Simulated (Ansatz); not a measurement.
## Pt: a changed input and its effect

System: Pt (Fm-3m, 1 atom in the cell).
Method of the first run: DFT r2SCAN, scalar-relativistic, plane waves, PAW, no spin polarisation (Ansatz 0.2.0).

The structure derives from an entry of the Crystallography Open Database. Text and figures count atoms from 1; the logs count them from 0 in places.

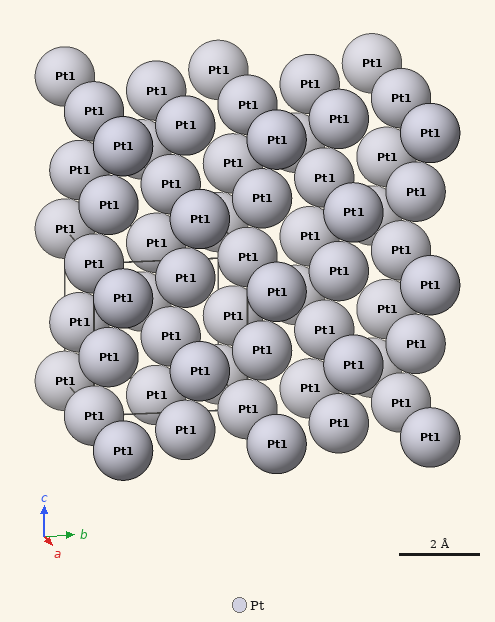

Fig. 1: The starting structure (spheres-only view of the cell 4 times as large as that of the calculation, set on its symmetry axes, repeated 2 × 2 × 2, seen slightly off an axis; atoms are numbered from 1 in the order of the input).

**The input, the first run**
```yaml
crystal:
  lattice:
    - [0.0, 1.9609, 1.9609]
    - [1.9609, 0.0, 1.9609]
    - [1.9609, 1.9609, 0.0]
  atoms:
    - { symbol: Pt, position: [0.0, 0.0, 0.0] }
basis:
  ecutwfc: 500
kpoints:
  mp_grid: { grid: [8, 8, 8] }
hamiltonian:
  xc: r2scan
scf:
  occupations: { method: gaussian, width: 0.1 }
output:
  forces: true
  stress: true
  eigenvalues: true
relax:
  adjacent_minimum: "off"
  f_tol: 0.05
  max_steps: 60
  cell: { stress_tol: 2.41, p_target: 241.0 }
```

Command:
```bash
ansatz run input.yaml --threads 1 --pin off --max-ram 2560MiB --backend cpu --events-out ev --progress --plain --runs-dir out
```

Hardware: 1 thread of Arm Neoverse V1, 24 GiB of memory available, shared host.

**Output, shortened to warnings, some set-up lines, iterations and results (the first run)**
```
Basis set: ecut = 500 eV, 387 PW (Γ), exchange–correlation on 96×96×96 points (64 copies of the dense FFT grid, shifted against one another)
Symmetry: 48 space group operations
k-points: 29 of 512
Initial density: superposition of atomic densities (neutral atoms: chi_scale 0, normalization atom), corrected by the library's trained network
[...]
SCF iter   1: F=—  HF=-12536.760193 eV  |F-HF|=—  |Δ(HF+E_count)|=         —  Δρ=1.03e-2  dr2=1.05e-2  dr2_τ=1.14e-2  ethr=1.77e-3  ⟨swp⟩=4.9  Hψ=2047  notcnv=0
SCF iter   2: F=—  HF=-12536.767962 eV  |F-HF|=—  |Δ(HF+E_count)|=   7.77e-3  Δρ=5.17e-3  dr2=2.14e-3  dr2_τ=3.66e-4  ethr=5.83e-5  ⟨swp⟩=2.7  Hψ=795  notcnv=0  defer=1
SCF iter   3: F=—  HF=-12536.768473 eV  |F-HF|=—  |Δ(HF+E_count)|=   5.11e-4  Δρ=8.83e-4  dr2=6.30e-5  dr2_τ=5.07e-6  ethr=1.19e-5  ⟨swp⟩=2.0  Hψ=512  notcnv=0  defer=1
SCF iter   4: F=—  HF=-12536.768517 eV  |F-HF|=—  |Δ(HF+E_count)|=   4.47e-5  Δρ=1.32e-4  dr2=1.95e-6  dr2_τ=2.92e-7  ethr=3.50e-7  ⟨swp⟩=2.0  Hψ=530  notcnv=0  defer=1
SCF iter   5: F=-12536.768518 eV  HF=-12536.768517 eV  |F-HF|=6.48e-8  |Δ(HF+E_count)|=   7.00e-8  Δρ=2.76e-5  dr2=4.36e-8  dr2_τ=9.06e-9  ethr=1.09e-8  ⟨swp⟩=2.7  Hψ=617  …
[... 35 lines ...]
SCF iter   2: F=—  HF=-12534.396014 eV  |F-HF|=—  |Δ(HF+E_count)|=   7.76e-6  Δρ=3.30e-4  dr2=1.13e-6  dr2_τ=1.61e-6  ethr=3.01e-8  ⟨swp⟩=2.0  Hψ=641  notcnv=0
SCF iter   3: F=—  HF=-12534.396015 eV  |F-HF|=—  |Δ(HF+E_count)|=   1.55e-6  Δρ=4.15e-5  dr2=6.07e-8  dr2_τ=4.63e-8  ethr=6.30e-9  ⟨swp⟩=2.2  Hψ=512  notcnv=0
SCF iter   4: F=-12534.396015 eV  HF=-12534.396015 eV  |F-HF|=5.50e-9  |Δ(HF+E_count)|=   2.46e-8  Δρ=1.04e-5  dr2=2.19e-9  dr2_τ=1.55e-9  ethr=1.29e-10  ⟨swp⟩=4.8  Hψ=1529  …
SCF 6 converged in 4 iterations: F = -12534.396015 eV  dr2 = 2.19e-9
relax step   6: F+E_penalty+E_count = -12534.39601509 eV  Δ(F+E_penalty+E_count) = +1.434e-3 eV  max|allowed force component| = 0.000e0 eV/Å  Δτ_max = 0.0000 Å  P = +240.972 …
basis re-selected at this cell: Δ(F+E_penalty+E_count) = +1.434e-3 eV, ΔP = -0.031 GPa vs the last step (what re-selecting the basis moved, of the pressure what is left beyond the Pulay correction that the steps carried, after the strain that the cell walked since its last selection, with what the …
SCF converged after 4 iterations
Free energy (F): -12534.396015 eV
Harris-Foulkes:  -12534.396015 eV  (|F-HF|=5.50e-9)
Internal energy: -12534.391196 eV  (E = F + TS)
E sigma→0 (E₀):  -12534.393606 eV
Entropy (-TS):   -0.004819 eV (-4.819 meV/atom)
Fermi energy:    35.624458 eV
--- Per-component energies (eV) ---
  E_band       = 39.430920
  E_kinetic    = 659.327394
  E_local      = -1013.542030  (includes V_loc(G=0)·N_el)
  E_nonlocal   = 203.991483
  E_hartree    = 408.526911
  E_xc         = -257.141661
  E_vxc        = -347.782100  (∫ρ·V_xc dr)
  E_paw        = -9482.642620  (= ΣΔE_a)
  E_vpaw       = -301.655354  (= ΣTr[D̂ρ^β])
  E_aug_tail   = 0.000174  (compensation charges beyond the density's cutoff)
  E_vtau       = 22.038108  (kinetic-family band-sum trace: ∫τ·v_τ [+ j·A + Jᵃ·Aᵃ] dr)
  E_ewald      = -3052.679352
  E_core_change = -0.231494  (= ΣΔE_core)
  E_smearing   = -0.004819  (= −TS)
  E_closure    = -0.000000  (closes the sum)
  Σ components = -12534.396015   (vs F -12534.396015, Δ=0.00e0)
--- Forces (eV/Å), atoms counted from 1 ---
  atom   1  Pt    -0.00000000    -0.00000000     0.00000000
  max |Σ_I F_I| component: 1.85e-32 eV/Å
--- Stress (GPa, compression-positive) ---
      240.971776      -0.000000      -0.000000
       -0.000000     240.971776      -0.000000
       -0.000000      -0.000000     240.971776
  P = ⅓ Tr σ = 240.9718 GPa (2409.718 kbar)
--- Relaxed structure (5 steps of the walk, 5 accepted, 1 SCFs on fresh bases) ---
  F+E_penalty+E_count = -12534.39601509 eV   max|allowed force component| = 0.000e0 eV/Å   (the final SCF, on the basis selected at the relaxed cell)
  cell:  # Å, volume = 10.7517 Å³
    - [-1.0182782566779908e-33, 1.7517894432672072, 1.7517894432672074]
    - [1.7517894432672074, -1.865582891158892e-33, 1.7517894432672074]
[...]
```

The input of the second run differs as follows (lines with − go, lines with + come):
```diff
-  mp_grid: { grid: [8, 8, 8] }
+  mp_grid: { grid: [18, 18, 18] }
-  f_tol: 0.05
-  max_steps: 60
-  cell: { stress_tol: 2.41, p_target: 241.0 }
+  f_tol: 0.005
+  max_steps: 80
+  cell: { stress_tol: 0.05 }
```

How does the second run compare with the first run?

The free energy of the second run is 2392.1 meV per atom lower, which measures how much it depends on this numerical setting. The pressure goes from 240.97 to 0.00 GPa. The volume per atom goes from 10.75 to 15.29 Å³. The SCF takes 32 iterations over all geometry steps against 33. The irreducible k-points go from 29 to 195.

**Output, shortened to warnings, some set-up lines, iterations and results (the second run)**
```
Basis set: ecut = 500 eV, 387 PW (Γ), exchange–correlation on 96×96×96 points (64 copies of the dense FFT grid, shifted against one another)
Symmetry: 48 space group operations
k-points: 195 of 5832
Initial density: superposition of atomic densities (neutral atoms: chi_scale 0, normalization atom), corrected by the library's trained network
[...]
SCF iter   1: F=—  HF=-12536.780544 eV  |F-HF|=—  |Δ(HF+E_count)|=         —  Δρ=1.36e-2  dr2=2.13e-2  dr2_τ=1.16e-2  ethr=1.77e-3  ⟨swp⟩=5.0  Hψ=13829  notcnv=0
SCF iter   2: F=—  HF=-12536.785078 eV  |F-HF|=—  |Δ(HF+E_count)|=   4.53e-3  Δρ=6.46e-3  dr2=4.05e-3  dr2_τ=6.40e-4  ethr=1.18e-4  ⟨swp⟩=2.0  Hψ=4514  notcnv=0  defer=3
SCF iter   3: F=—  HF=-12536.785454 eV  |F-HF|=—  |Δ(HF+E_count)|=   3.76e-4  Δρ=1.17e-3  dr2=1.21e-4  dr2_τ=7.98e-6  ethr=2.25e-5  ⟨swp⟩=2.1  Hψ=3341  notcnv=0  defer=3
SCF iter   4: F=—  HF=-12536.785505 eV  |F-HF|=—  |Δ(HF+E_count)|=   5.12e-5  Δρ=2.12e-4  dr2=5.45e-6  dr2_τ=6.11e-7  ethr=6.74e-7  ⟨swp⟩=2.0  Hψ=3494  notcnv=0  defer=3
SCF iter   5: F=—  HF=-12536.785507 eV  |F-HF|=—  |Δ(HF+E_count)|=   2.35e-6  Δρ=3.97e-5  dr2=1.18e-7  dr2_τ=1.39e-8  ethr=3.03e-8  ⟨swp⟩=2.8  Hψ=4310  notcnv=0  defer=3
[... 32 lines ...]
SCF iter   3: F=—  HF=-12536.788101 eV  |F-HF|=—  |Δ(HF+E_count)|=   1.19e-8  Δρ=1.08e-5  dr2=2.21e-9  dr2_τ=3.35e-9  ethr=5.49e-11  ⟨swp⟩=2.1  Hψ=4160  notcnv=0
SCF iter   4: F=—  HF=-12536.788101 eV  |F-HF|=—  |Δ(HF+E_count)|=   4.11e-9  Δρ=5.52e-7  dr2=2.98e-11  dr2_τ=3.22e-12  ethr=1.23e-11  ⟨swp⟩=2.8  Hψ=4633  notcnv=0
SCF iter   5: F=-12536.788101 eV  HF=-12536.788101 eV  |F-HF|=9.09e-12  |Δ(HF+E_count)|=  1.82e-12  Δρ=9.39e-8  dr2=1.26e-12  dr2_τ=3.52e-13  ethr=1.00e-12  ⟨swp⟩=5.0  …
SCF 5 converged in 5 iterations: F = -12536.788101 eV  dr2 = 1.26e-12
relax step   5: F+E_penalty+E_count = -12536.78810143 eV  Δ(F+E_penalty+E_count) = -1.017e-4 eV  max|allowed force component| = 0.000e0 eV/Å  Δτ_max = 0.0000 Å  P = -0.001 …
basis re-selected at this cell: Δ(F+E_penalty+E_count) = -1.017e-4 eV, ΔP = +0.006 GPa vs the last step (what re-selecting the basis moved, of the pressure what is left beyond the Pulay correction that the steps carried, after the strain that the cell walked since its last selection, with what the …
SCF converged after 5 iterations
Free energy (F): -12536.788101 eV
Harris-Foulkes:  -12536.788101 eV  (|F-HF|=9.09e-12)
Internal energy: -12536.777829 eV  (E = F + TS)
E sigma→0 (E₀):  -12536.782965 eV
Entropy (-TS):   -0.010272 eV (-10.272 meV/atom)
Fermi energy:    22.704764 eV
--- Per-component energies (eV) ---
  E_band       = -153.598084
  E_kinetic    = 637.888498
  E_local      = -1484.175055  (includes V_loc(G=0)·N_el)
  E_nonlocal   = 202.032097
  E_hartree    = 552.185043
  E_xc         = -250.193644
  E_vxc        = -337.642566  (∫ρ·V_xc dr)
  E_paw        = -9479.869993  (= ΣΔE_a)
  E_vpaw       = -297.639497  (= ΣTr[D̂ρ^β])
  E_aug_tail   = 0.000152  (compensation charges beyond the density's cutoff)
  E_vtau       = 21.568250  (kinetic-family band-sum trace: ∫τ·v_τ [+ j·A + Jᵃ·Aᵃ] dr)
  E_ewald      = -2714.413432
  E_core_change = -0.231494  (= ΣΔE_core)
  E_smearing   = -0.010272  (= −TS)
  E_closure    = 0.000000  (closes the sum)
  Σ components = -12536.788101   (vs F -12536.788101, Δ=0.00e0)
--- Forces (eV/Å), atoms counted from 1 ---
  atom   1  Pt    -0.00000000     0.00000000     0.00000000
  max |Σ_I F_I| component: 1.13e-32 eV/Å
--- Stress (GPa, compression-positive) ---
       -0.000636      -0.000000      -0.000000
       -0.000000      -0.000636      -0.000000
       -0.000000      -0.000000      -0.000636
  P = ⅓ Tr σ = -0.0006 GPa (-0.006 kbar)
--- Relaxed structure (4 steps of the walk, 3 accepted, 1 SCFs on fresh bases) ---
  F+E_penalty+E_count = -12536.78810143 eV   max|allowed force component| = 0.000e0 eV/Å   (the final SCF, on the basis selected at the relaxed cell)
  cell:  # Å, volume = 15.2930 Å³
    - [-4.585834829606031e-34, 1.970094680821263, 1.970094680821263]
    - [1.970094680821263, -2.5476860164477955e-34, 1.970094680821263]
    - [1.970094680821263, 1.970094680821263, -5.350140634540371e-34]
  atoms:
    - { symbol: Pt, position: [0.0, 0.0, 0.0] }
```

**The two runs side by side**

| quantity | the first run | the second run |
| --- | --- | --- |
| outcome | converged | converged |
| free energy per atom (eV) | −12534.3960 | −12536.7881 |
| energy per atom, smearing taken to zero (eV) | −12534.3936 | −12536.7830 |
| gap on the mesh (eV) | 0.00 | 0.00 |
| pressure (GPa) | 240.97 | 0.00 |
| volume per atom (Å³) | 10.75 | 15.29 |
| largest force (eV/Å) | 0.000 | 0.000 |
| SCF iterations | 33 | 32 |
| irreducible k-points | 29 | 195 |

For both runs: Spin–orbit coupling is left out, which matters for Pt. For the first run: The cell was relaxed to the target pressure of the input; what is minimised is then the enthalpy E + pV.
